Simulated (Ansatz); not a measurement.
**Si₆N: density, localisation and related maps**

```yaml
crystal:
  lattice:
    - [6.08552, 0.00000, 0.00000]
    - [0.00000, 6.08552, 0.00000]
    - [0.00000, 0.00000, 6.08552]
  atoms:
    - { symbol: Si, position: [0.00000, 0.00000, 0.28599] }
    - { symbol: Si, position: [0.00000, 0.00000, 0.71401] }
    - { symbol: Si, position: [0.28599, 0.00000, 0.00000] }
    - { symbol: Si, position: [0.71401, 0.00000, 0.00000] }
    - { symbol: Si, position: [0.00000, 0.28599, 0.00000] }
    - { symbol: Si, position: [0.00000, 0.71401, 0.00000] }
    - { symbol: N, position: [0.50000, 0.50000, 0.50000] }
```

Space group Pm-3m; a structure generated by program, which may or may not match a known phase; spin-polarised.

These are results of DFT PBE, scalar-relativistic, plane waves, PAW (Ansatz), not measurements.

Core electrons are frozen (PAW), and the valence fields are smoothed inside the atomic spheres.

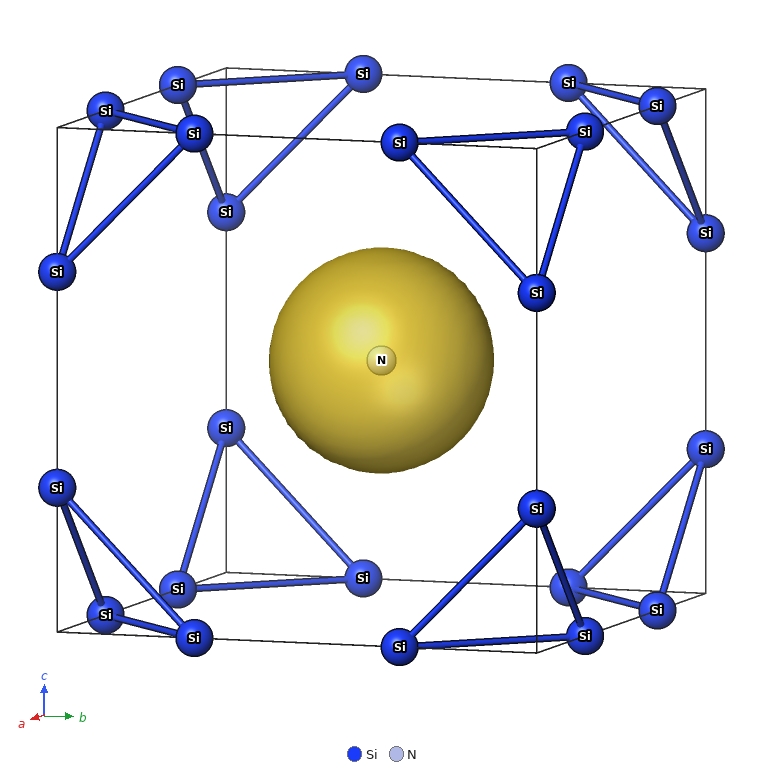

Figure 1. Isosurface of the spin density (up minus down) at +0.03 e/Å³ (yellow), seen slightly off an axis. Sticks mark near contacts.

**Where is the spin, and how is it ordered?**

The spin density sits on N: +2.7 μB in one cell of 7 atoms: parallel main moments, as they must be, since the calculation's own cell holds one magnetic site. The cell of the calculation (7 atoms) carries 2.4 μB of net spin moment.

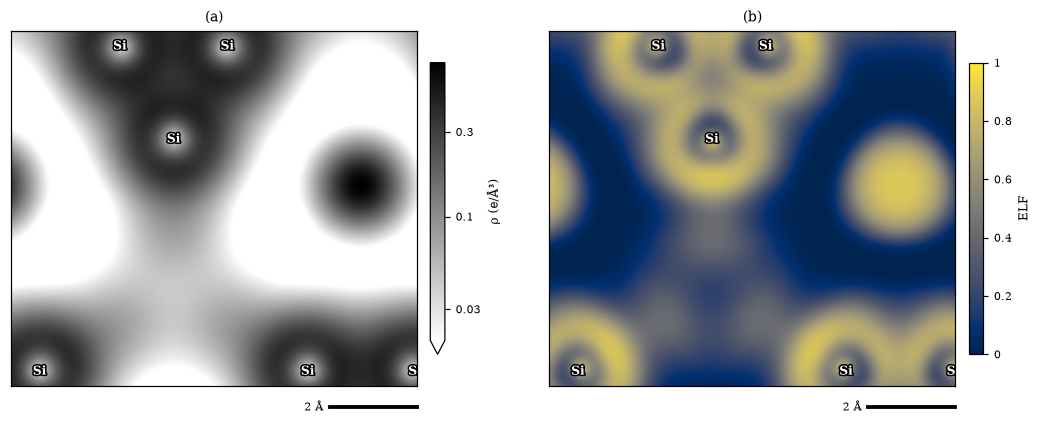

Figure 2. (a) valence pseudo-density; (b) electron localisation function on the (111) plane of the conventional cell.

**Interpret the plot.**

The plane passes through Si nuclei. Atoms just off the plane (N, 0.8 Å away) can leave unmarked features too. Si–Si (2.46 Å): ρ is about 0.42 e/Å³ halfway; the ELF peaks at about 0.70 between the atoms. Between the atoms the lowest density in this plane is 0.005 e/Å³.

**How much charge does the calculation move between the atoms?**

Electrons move from Si towards N. Bader charges: Si +0.04 and N −0.21 e.

**Does the calculation give a band gap?**

It is gapless in this calculation (a metal or semimetal).
